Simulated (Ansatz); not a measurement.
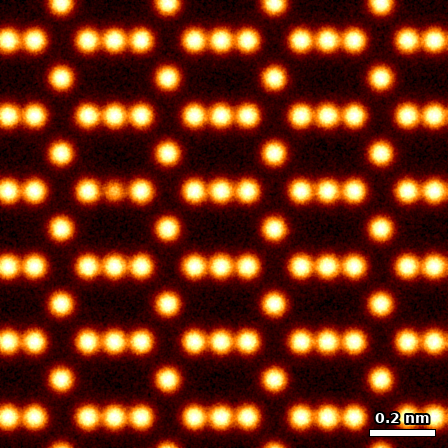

Dark-field STEM-like image of Cu (Pm-3n, No. 223) along [110]. Simulation: incoherent imaging, intensity Z^1.6 per atom, probe width 0.50 Å, thin sample. The probe carries 15 % of its weight in a tail 2.5 times as wide. The display is stretched by a gamma of 0.65; percentages refer to the linear signal. Shot noise was added.

The sample is 2 repeats (13.3 Å) thick. One point defect was put into the perfect crystal, without relaxing the atoms around it. Brightness is counted from the darkest point of the image. Host structure: the geometry relaxed with Ansatz 0.2.0, DFT, BLYP, plane waves (420 eV) with PAW, scalar-relativistic; the starting structure was generated, so it need not be a known form of this composition.

> Where is the defect (in Å from the left and the top edge), and what does its contrast suggest?

At about 4 Å from the left and 6 Å from the top. The column is dimmer, which points to a vacancy or a lighter atom. The column holds 2 atoms (Cu) through the sample, and one Cu atom is missing, so its peak drops to about 50 % of that of its equals.
